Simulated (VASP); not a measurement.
**SiN: density, localisation and related maps**

```yaml
crystal:
  lattice:
    - [2.84574, 0.00000, 0.00000]
    - [-1.42287, 2.46448, 0.00000]
    - [0.00000, 0.00000, 32.04359]
  atoms:
    - { symbol: Si, position: [0.33333, 0.66667, 0.22071] }
    - { symbol: Si, position: [0.66667, 0.33333, 0.30981] }
    - { symbol: N, position: [0.66667, 0.33333, 0.20137] }
    - { symbol: N, position: [0.33333, 0.66667, 0.32916] }
```

Method: Kohn-Sham DFT of a periodic cell, PBE, VASP PAW PBE potentials, recommended in VASP.

The density is the valence pseudo-density of a PAW calculation; it isn't the true density close to the nuclei.

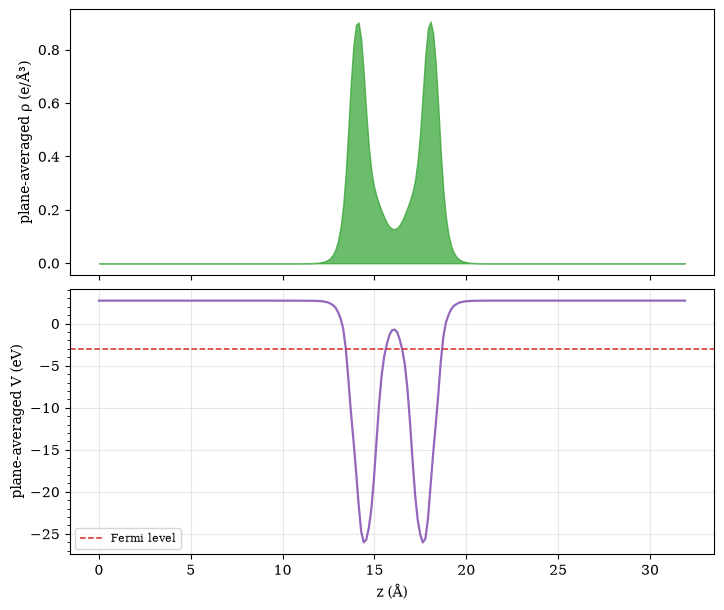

Figure 1. Plane average of the electrostatic potential (local pseudopotential plus Hartree) felt by an electron and of the valence pseudo-density across the slab.

How far above the Fermi level of the calculation is the vacuum level?

5.8 eV.

How thick is the slab, and how wide the vacuum?

The outermost nuclei are 4.1 Å apart, in 4 atomic planes; the vacuum between periodic images is 27.9 Å wide.

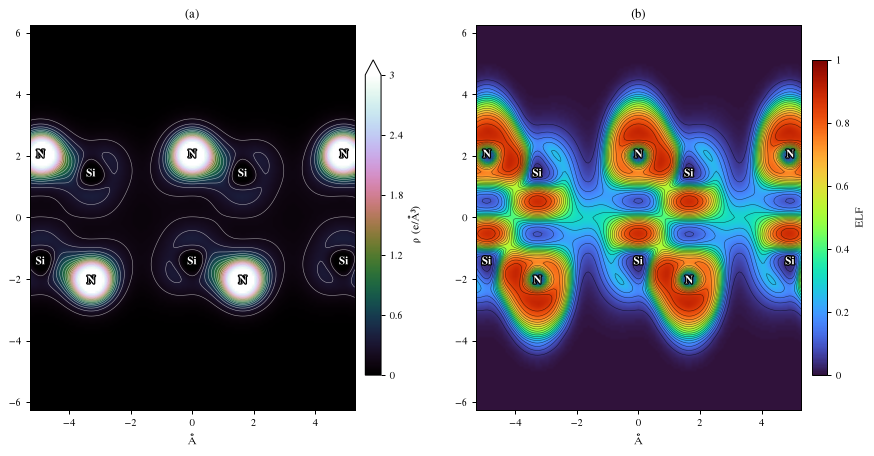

Figure 2. (a) valence charge density (pseudo); (b) electron localisation function on the (110) plane of the calculation cell, a cut from vacuum to vacuum.

What do the fields say about this system?

- The section cuts through Si and N sites.
- Si–N (1.76 Å): the density is about 1.1 e/Å³ at the midpoint; the ELF peaks at about 0.90 between the atoms, as expected for a polar covalent bond.
- The density dies away to nearly zero in the vacuum.
- The ELF also peaks beside N and Si, away from the bonds: lone-pair regions.

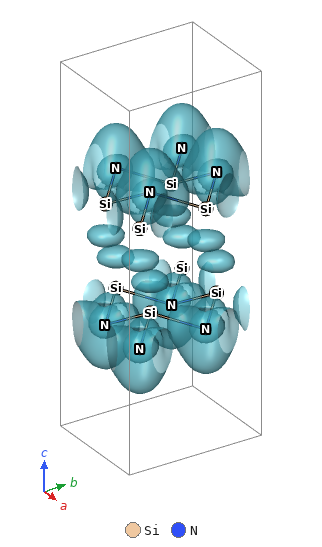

Figure 3. Isosurface of the ELF at 0.75 (cyan), seen slightly off an axis. Only the valence region is drawn (cores and ρ < 0.01 e/Å³ removed). Sticks mark near contacts.

Where are the electrons localised?

The ELF exceeds this value in two regions on N in which the atom's valence shell and bonds are merged and two lobes on Si, pointing away from the bonds (lone pairs), counted in one cell of 4 atoms. Counts are for one cell; the picture repeats the cell along the surface.
